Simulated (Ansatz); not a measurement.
**Geometry relaxation, with input and output: Si (charge −1) (part 2 of 2)**

Si (defect cell, 33 atoms in the cell, total charge −1); DFT PBEsol, scalar-relativistic, plane waves, PAW, spin-polarised (Ansatz 0.2.0); cutoff 420 eV, 3×3×3 k-mesh, Gaussian smearing of 0.02 eV, collinear spins. The structure derives from a Materials Project entry. It belongs to a series of runs on one base structure; here: Si interstitial, charge -1, atoms relaxed at the host's cell.

### Output, continued
```
  k-point 1 ↑: bands = ["-5.9572", "-4.9829", "-4.3814", "-4.1749", "-4.1066", "-3.9790", "-3.5227", "-3.4318", "-3.1483", "-3.0815", "-2.9062", "-2.8712", "-2.7412", "-2.6644", "-2.4010", "-1.6948", "-1.3647", "-0.9301", "-0.5017", "-0.3706", "-0.3040", "-0.2282", "-0.2006", "-0.1440", "0.4682", "0.6172", "0.6836", "0.8622", "1.0456", "1.0487", "1.4217", "1.9505", "2.1427", "2.4744", "2.5091", "2.6020", "2.6837", "2.7150", "2.7467", "3.0159", "3.0928", "3.1617", "3.2750", "3.4931", "3.5871", "3.7503", "3.8543", "3.8547", "3.8870", "3.9101", "3.9230", "4.1626", "4.2019", "4.3040", "4.3302", "4.4216", "4.6785", "4.8594", "4.9260", "5.0289", "5.0616", "5.3599", "5.7598", "5.8330", "6.2037", "7.0397", "7.2648", "7.2950", "7.5152", "7.7245", "7.8020", "8.0651", "8.2049", "8.4905", "8.7000", "8.7461", "8.8179", "8.8552", "8.9360", "8.9970", "9.0064", "9.0171", "9.1239", "9.1894", "9.2115", "9.2878", "9.4690", "9.4853", "9.6179", "9.6558", "9.7742", "9.8133", "9.9098", "9.9748", "10.0075", "10.0349", "10.0595", "10.2792", "10.3762", "10.6139", "10.7749"]
  k-point 2 ↑: bands = ["-5.8633", "-4.9238", "-4.9238", "-4.3725", "-3.9471", "-3.5541", "-3.5541", "-3.2736", "-3.2417", "-3.2417", "-2.7135", "-2.5756", "-2.5756", "-2.4034", "-2.4034", "-2.3435", "-1.1890", "-0.5646", "-0.5646", "-0.5415", "-0.4247", "-0.4247", "-0.3362", "-0.2818", "-0.2818", "0.6037", "0.8236", "0.8236", "0.8433", "1.3341", "2.0268", "2.0268", "2.3653", "2.3653", "2.3804", "2.5211", "2.8034", "2.8034", "2.9484", "3.1578", "3.2719", "3.2719", "3.4260", "3.4260", "3.4889", "3.6232", "3.6232", "3.7246", "3.7246", "3.7493", "3.9468", "3.9468", "4.1476", "4.4534", "4.4534", "4.6157", "5.0557", "5.0557", "5.1884", "5.2748", "5.2748", "5.2903", "5.4294", "5.4294", "5.8364", "7.2733", "7.2993", "7.2993", "7.7649", "7.7857", "7.7857", "8.0004", "8.0176", "8.0176", "8.1721", "8.2597", "8.2597", "8.4722", "8.5406", "8.5406", "8.9540", "8.9540", "8.9994", "9.2536", "9.4837", "9.4837", "9.6411", "9.6411", "9.9205", "10.0511", "10.0511", "10.2305", "10.2942", "10.2942", "10.3993", "10.4284", "10.4284", "10.5184", "10.5184", "10.6178", "10.7313"]
  k-point 3 ↓: bands = ["-5.7796", "-4.8699", "-4.4707", "-4.4707", "-4.3502", "-3.7801", "-3.5535", "-3.4459", "-3.4459", "-3.3736", "-2.3263", "-2.1607", "-2.1607", "-2.0220", "-1.4970", "-1.4290", "-1.4290", "-1.3253", "-1.2271", "-0.6405", "-0.6405", "-0.6325", "-0.5084", "-0.3512", "-0.3512", "-0.3501", "0.9925", "1.3046", "1.8962", "1.8962", "2.1391", "2.1850", "2.3596", "2.3596", "2.4135", "2.4157", "2.5746", "2.5746", "2.7331", "2.9085", "3.2391", "3.2391", "3.2862", "3.5114", "3.7272", "3.7272", "4.0229", "4.0229", "4.0580", "4.2522", "4.3186", "4.4642", "4.4642", "4.4659", "4.5669", "4.6489", "4.6489", "4.7575", "5.0386", "5.0676", "5.0676", "5.1375", "5.1375", "5.1950", "5.8771", "7.0655", "7.5154", "7.7266", "7.7266", "7.9913", "8.0668", "8.1089", "8.1089", "8.2425", "8.3524", "8.5037", "8.5037", "8.5629", "9.0325", "9.0337", "9.0854", "9.0854", "9.2594", "9.4760", "9.5647", "9.5647", "9.5797", "9.6587", "9.7319", "9.7319", "9.8391", "9.8599", "9.8599", "9.9015", "9.9457", "10.2988", "10.5222", "10.5745", "10.5745", "10.7645", "10.7645"]
--- Relaxed structure (2 steps of the walk, 2 accepted, 0 SCFs on fresh bases) ---
  F+E_penalty+E_count = -20498.62249431 eV   max|allowed force component| = 1.621e-2 eV/Å
  atoms:
    - { symbol: Si, position: [0.24851340391095794, 0.49999999999999994, -0.00029511647946134367] }
    - { symbol: Si, position: [0.25119147960958055, 0.751486596089042, 0.751486596089042] }
    - { symbol: Si, position: [0.24851340391095794, -0.00029511647946134367, 0.49999999999999994] }
    - { symbol: Si, position: [0.49999999999999994, 0.24851340391095794, -0.00029511647946134367] }
    - { symbol: Si, position: [0.2366865971170758, 0.2366865971170758, 0.2366865971170758] }
    - { symbol: Si, position: [0.49999999999999994, 0.49999999999999994, 0.7633134028829239] }
    - { symbol: Si, position: [0.49999999999999994, 0.7633134028829239, 0.49999999999999994] }
    - { symbol: Si, position: [0.7488085203904192, 0.00029511647946128816, 0.00029511647946128816] }
    - { symbol: Si, position: [0.5, -0.0002951164794613992, 0.24851340391095797] }
    - { symbol: Si, position: [0.751486596089042, 0.25119147960958055, 0.751486596089042] }
    - { symbol: Si, position: [0.7633134028829239, 0.49999999999999994, 0.49999999999999994] }
    - { symbol: Si, position: [0.00029511647946128816, 0.7488085203904192, 0.00029511647946128816] }
    - { symbol: Si, position: [0.751486596089042, 0.751486596089042, 0.2511914796095806] }
    - { symbol: Si, position: [0.0002951164794613992, 0.0002951164794613992, 0.7488085203904192] }
    - { symbol: Si, position: [-0.00029511647946134367, 0.24851340391095794, 0.49999999999999994] }
    - { symbol: Si, position: [-0.0002951164794613992, 0.5, 0.24851340391095797] }
    - { symbol: Si, position: [0.0, 0.24999999999999997, 0.7499999999999999] }
    - { symbol: Si, position: [0.01211686070669628, 0.5, 0.5] }
    - { symbol: Si, position: [0.0, 0.7499999999999999, 0.24999999999999997] }
    - { symbol: Si, position: [0.24999999999999997, 0.0, 0.7499999999999999] }
    - { symbol: Si, position: [-0.01211686070669626, -0.01211686070669626, -0.01211686070669626] }
    - { symbol: Si, position: [0.24940097002338918, 0.24940097002338918, 0.49999999999999994] }
    - { symbol: Si, position: [0.24940097002338912, 0.4999999999999999, 0.24940097002338918] }
    - { symbol: Si, position: [0.49999999999999994, 0.7505990299766107, 0.7505990299766107] }
    - { symbol: Si, position: [0.24999999999999997, 0.7499999999999999, 0.0] }
    - { symbol: Si, position: [0.5, 0.01211686070669628, 0.5] }
    - { symbol: Si, position: [0.4999999999999999, 0.24940097002338912, 0.24940097002338918] }
    - { symbol: Si, position: [0.7505990299766107, 0.49999999999999994, 0.7505990299766107] }
    - { symbol: Si, position: [0.5, 0.5, 0.01211686070669626] }
    - { symbol: Si, position: [0.7505990299766107, 0.7505990299766107, 0.49999999999999994] }
    - { symbol: Si, position: [0.7499999999999999, 0.0, 0.24999999999999997] }
    - { symbol: Si, position: [0.7499999999999999, 0.24999999999999997, 0.0] }
    - { symbol: Si, position: [0.49999999999999994, 0.49999999999999994, 0.49999999999999994] }
--- Löwdin populations: 33 sites ---
  site symbol       q [e]    m [muB]
     0     Si      3.9953     0.0287
     1     Si      3.9953     0.0287
     2     Si      3.9953     0.0287
     3     Si      3.9953     0.0287
     4     Si      3.9614     0.0426
     5     Si      3.9614     0.0426
     6     Si      3.9614     0.0426
     7     Si      3.9953     0.0287
     8     Si      3.9953     0.0287
     9     Si      3.9953     0.0287
    10     Si      3.9614     0.0426
    11     Si      3.9953     0.0287
    12     Si      3.9953     0.0287
    13     Si      3.9953     0.0287
    14     Si      3.9953     0.0287
    15     Si      3.9953     0.0287
    16     Si      3.9917     0.0204
    17     Si      3.9992     0.0315
    18     Si      3.9917     0.0204
    19     Si      3.9917     0.0204
    20     Si      3.9992     0.0315
    21     Si      3.9599     0.0280
    22     Si      3.9599     0.0280
    23     Si      3.9599     0.0280
    24     Si      3.9917     0.0204
    25     Si      3.9992     0.0315
    26     Si      3.9599     0.0280
    27     Si      3.9599     0.0280
    28     Si      3.9992     0.0315
    29     Si      3.9599     0.0280
    30     Si      3.9917     0.0204
    31     Si      3.9917     0.0204
    32     Si      3.7975     0.2051
  spilling = 0.012834 (of n_electrons = 133.000000)
```

### File populations.tsv
```
# site	symbol	l	j	q_up	q_dn
# orbitals = lowdin
# n_electrons = 133.000000
# spilling = 0.012834
0	Si	0_3S	-	0.603836	0.595342
0	Si	1_3P	-	1.408170	1.387956
1	Si	0_3S	-	0.603836	0.595342
1	Si	1_3P	-	1.408170	1.387956
2	Si	0_3S	-	0.603836	0.595342
2	Si	1_3P	-	1.408170	1.387956
3	Si	0_3S	-	0.603836	0.595342
3	Si	1_3P	-	1.408170	1.387956
4	Si	0_3S	-	0.627452	0.609995
4	Si	1_3P	-	1.374544	1.349402
5	Si	0_3S	-	0.627452	0.609995
5	Si	1_3P	-	1.374544	1.349402
6	Si	0_3S	-	0.627452	0.609995
6	Si	1_3P	-	1.374544	1.349402
7	Si	0_3S	-	0.603836	0.595342
7	Si	1_3P	-	1.408170	1.387956
8	Si	0_3S	-	0.603836	0.595342
8	Si	1_3P	-	1.408170	1.387956
9	Si	0_3S	-	0.603836	0.595342
9	Si	1_3P	-	1.408170	1.387956
10	Si	0_3S	-	0.627452	0.609995
10	Si	1_3P	-	1.374544	1.349402
11	Si	0_3S	-	0.603836	0.595342
11	Si	1_3P	-	1.408170	1.387956
12	Si	0_3S	-	0.603836	0.595342
12	Si	1_3P	-	1.408170	1.387956
13	Si	0_3S	-	0.603836	0.595342
13	Si	1_3P	-	1.408170	1.387956
14	Si	0_3S	-	0.603836	0.595342
14	Si	1_3P	-	1.408170	1.387956
15	Si	0_3S	-	0.603836	0.595342
15	Si	1_3P	-	1.408170	1.387956
16	Si	0_3S	-	0.601952	0.596467
16	Si	1_3P	-	1.404084	1.389196
17	Si	0_3S	-	0.603118	0.594698
17	Si	1_3P	-	1.412213	1.389180
18	Si	0_3S	-	0.601952	0.596467
18	Si	1_3P	-	1.404084	1.389196
19	Si	0_3S	-	0.601952	0.596467
19	Si	1_3P	-	1.404084	1.389196
20	Si	0_3S	-	0.603118	0.594698
20	Si	1_3P	-	1.412213	1.389180
21	Si	0_3S	-	0.616913	0.604452
21	Si	1_3P	-	1.377052	1.361468
22	Si	0_3S	-	0.616913	0.604452
22	Si	1_3P	-	1.377052	1.361468
23	Si	0_3S	-	0.616913	0.604452
23	Si	1_3P	-	1.377052	1.361468
24	Si	0_3S	-	0.601952	0.596467
24	Si	1_3P	-	1.404084	1.389196
25	Si	0_3S	-	0.603118	0.594698
25	Si	1_3P	-	1.412213	1.389180
26	Si	0_3S	-	0.616913	0.604452
26	Si	1_3P	-	1.377052	1.361468
27	Si	0_3S	-	0.616913	0.604452
27	Si	1_3P	-	1.377052	1.361468
28	Si	0_3S	-	0.603118	0.594698
28	Si	1_3P	-	1.412213	1.389180
29	Si	0_3S	-	0.616913	0.604452
29	Si	1_3P	-	1.377052	1.361468
30	Si	0_3S	-	0.601952	0.596467
30	Si	1_3P	-	1.404084	1.389196
31	Si	0_3S	-	0.601952	0.596467
31	Si	1_3P	-	1.404084	1.389196
32	Si	0_3S	-	0.756494	0.752539
32	Si	1_3P	-	1.244787	1.043637
```

### Trajectory as extended XYZ (Å, eV, eV/Å), 2 frames, from step=1 to step=2
```
33
Lattice="-5.4338 5.4338 5.4338 5.4338 -5.4338 5.4338 5.4338 5.4338 -5.4338" Properties=species:S:1:pos:R:3:forces:R:3 step=1 energy=-20498.61978
Si    1.3614   -1.3685    4.0724    0.0346  -0.0164  -0.0346
Si    6.8024    1.3614    1.3614    0.0164   0.0346   0.0346
Si    1.3614    4.0724   -1.3685    0.0346  -0.0346  -0.0164
Si   -1.3685    1.3614    4.0724   -0.0164   0.0346  -0.0346
Si    1.2865    1.2865    1.2865    0.0264   0.0264   0.0264
Si    4.1474    4.1474    1.2865   -0.0264  -0.0264   0.0264
Si    4.1474    1.2865    4.1474   -0.0264   0.0264  -0.0264
Si   -4.0653    4.0724    4.0724    0.0164  -0.0346  -0.0346
Si   -1.3685    4.0724    1.3614   -0.0164  -0.0346   0.0346
Si    1.3614    6.8024    1.3614    0.0346   0.0164   0.0346
Si    1.2865    4.1474    4.1474    0.0264  -0.0264  -0.0264
Si    4.0724   -4.0653    4.0724   -0.0346   0.0164  -0.0346
Si    1.3614    1.3614    6.8024    0.0346   0.0346   0.0164
Si    4.0724    4.0724   -4.0653   -0.0346  -0.0346   0.0164
Si    4.0724    1.3614   -1.3685   -0.0346   0.0346  -0.0164
Si    4.0724   -1.3685    1.3614   -0.0346  -0.0164   0.0346
Si    5.4338    2.7169   -2.7169    0.0000   0.0000   0.0000
Si    5.3700    0.0638    0.0638   -0.0035   0.0035   0.0035
Si    5.4338   -2.7169    2.7169    0.0000   0.0000   0.0000
Si    2.7169    5.4338   -2.7169    0.0000   0.0000   0.0000
Si   -0.0638   -0.0638   -0.0638   -0.0035  -0.0035  -0.0035
Si    2.7169    2.7169   -0.0123    0.0000   0.0000   0.0474
Si    2.7169   -0.0123    2.7169    0.0000   0.0474   0.0000
Si    5.4461    2.7169    2.7169   -0.0474   0.0000   0.0000
Si    2.7169   -2.7169    5.4338    0.0000   0.0000   0.0000
Si    0.0638    5.3700    0.0638    0.0035  -0.0035   0.0035
Si   -0.0123    2.7169    2.7169    0.0474   0.0000   0.0000
Si    2.7169    5.4461    2.7169    0.0000  -0.0474   0.0000
Si    0.0638    0.0638    5.3700    0.0035   0.0035  -0.0035
Si    2.7169    2.7169    5.4461    0.0000   0.0000  -0.0474
Si   -2.7169    5.4338    2.7169    0.0000   0.0000   0.0000
Si   -2.7169    2.7169    5.4338    0.0000   0.0000   0.0000
Si    2.7169    2.7169    2.7169    0.0000   0.0000   0.0000
33
Lattice="-5.4338 5.4338 5.4338 5.4338 -5.4338 5.4338 5.4338 5.4338 -5.4338" Properties=species:S:1:pos:R:3:forces:R:3 step=2 energy=-20498.62249
Si    1.3649   -1.3681    4.0689    0.0052   0.0005  -0.0052
Si    6.8020    1.3649    1.3649   -0.0005   0.0052   0.0052
Si    1.3649    4.0689   -1.3681    0.0052  -0.0052   0.0005
Si   -1.3681    1.3649    4.0689    0.0005   0.0052  -0.0052
Si    1.2861    1.2861    1.2861   -0.0003  -0.0003  -0.0003
Si    4.1477    4.1477    1.2861    0.0003   0.0003  -0.0003
Si    4.1477    1.2861    4.1477    0.0003  -0.0003   0.0003
Si   -4.0657    4.0689    4.0689   -0.0005  -0.0052  -0.0052
Si   -1.3681    4.0689    1.3649    0.0005  -0.0052   0.0052
Si    1.3649    6.8020    1.3649    0.0052  -0.0005   0.0052
Si    1.2861    4.1477    4.1477   -0.0003   0.0003   0.0003
Si    4.0689   -4.0657    4.0689   -0.0052  -0.0005  -0.0052
Si    1.3649    1.3649    6.8020    0.0052   0.0052  -0.0005
Si    4.0689    4.0689   -4.0657   -0.0052  -0.0052  -0.0005
Si    4.0689    1.3649   -1.3681   -0.0052   0.0052   0.0005
Si    4.0689   -1.3681    1.3649   -0.0052   0.0005   0.0052
Si    5.4338    2.7169   -2.7169    0.0000   0.0000   0.0000
Si    5.3680    0.0658    0.0658    0.0015  -0.0015  -0.0015
Si    5.4338   -2.7169    2.7169    0.0000   0.0000   0.0000
Si    2.7169    5.4338   -2.7169    0.0000   0.0000   0.0000
Si   -0.0658   -0.0658   -0.0658    0.0015   0.0015   0.0015
Si    2.7169    2.7169   -0.0065    0.0000   0.0000   0.0162
Si    2.7169   -0.0065    2.7169    0.0000   0.0162   0.0000
Si    5.4403    2.7169    2.7169   -0.0162   0.0000   0.0000
Si    2.7169   -2.7169    5.4338    0.0000   0.0000   0.0000
Si    0.0658    5.3680    0.0658   -0.0015   0.0015  -0.0015
Si   -0.0065    2.7169    2.7169    0.0162   0.0000   0.0000
Si    2.7169    5.4403    2.7169    0.0000  -0.0162   0.0000
Si    0.0658    0.0658    5.3680   -0.0015  -0.0015   0.0015
Si    2.7169    2.7169    5.4403    0.0000   0.0000  -0.0162
Si   -2.7169    5.4338    2.7169    0.0000   0.0000   0.0000
Si   -2.7169    2.7169    5.4338    0.0000   0.0000   0.0000
Si    2.7169    2.7169    2.7169    0.0000   0.0000   0.0000
```

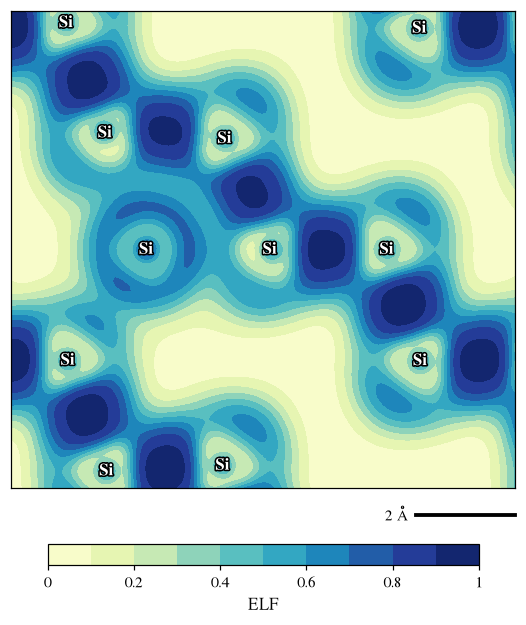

Electron localisation function on the (001) plane of the calculation cell. The plane passes through Si nuclei. Si–Si (2.40 Å): the ELF peaks at about 0.90 between the atoms (a shared electron pair). Si–Si (2.48 Å): the ELF peaks at about 0.70 between the atoms, which marks a shared electron pair. In a PAW calculation such maps are meaningful between the atoms, not at the nuclei.

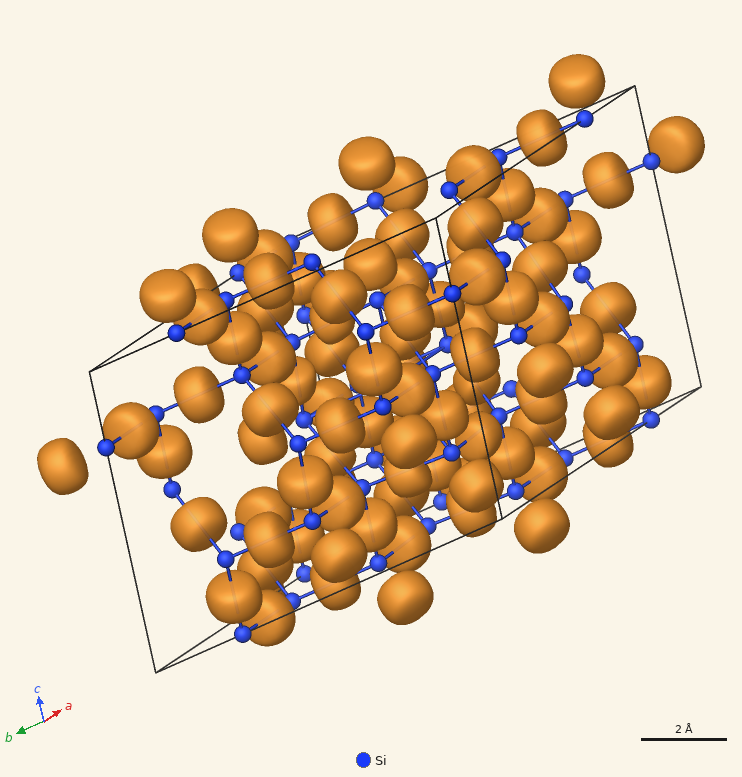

Isosurface of the ELF at 0.8 (orange), seen at an oblique angle. Only the valence region is drawn (cores and ρ < 0.01 e/Å³ removed). Sticks mark near contacts. The outline is the calculation cell. The ELF exceeds this value in 64 regions between bonded Si–Si atoms (shared pairs), counted in one cell of 33 atoms. Along the contacts the grid gives the following. Si–Si (2.33 Å): the ELF peaks at about 0.95 between the atoms, which marks a shared electron pair. Si–Si (2.40 Å): the ELF peaks at about 0.90 between the atoms, as expected for localised, shared-pair bonding.

### Summary

| quantity | value |
| --- | --- |
| outcome | converged |
| electrons treated | 133 |
| free energy | −20498.6225 eV |
| Fermi energy | 7.299 eV |
| gap on the k-point mesh | none (metallic) |
| net moment of the cell | 1.29 μB |
| integrated absolute moment | 1.29 μB |
| final volume | 641.77 Å³ |
| largest force (length of the vector) at the end | 0.016 eV/Å |
| wall time | 55 s (CPU time 3.3 min) |
| peak memory | 1.6 GiB |
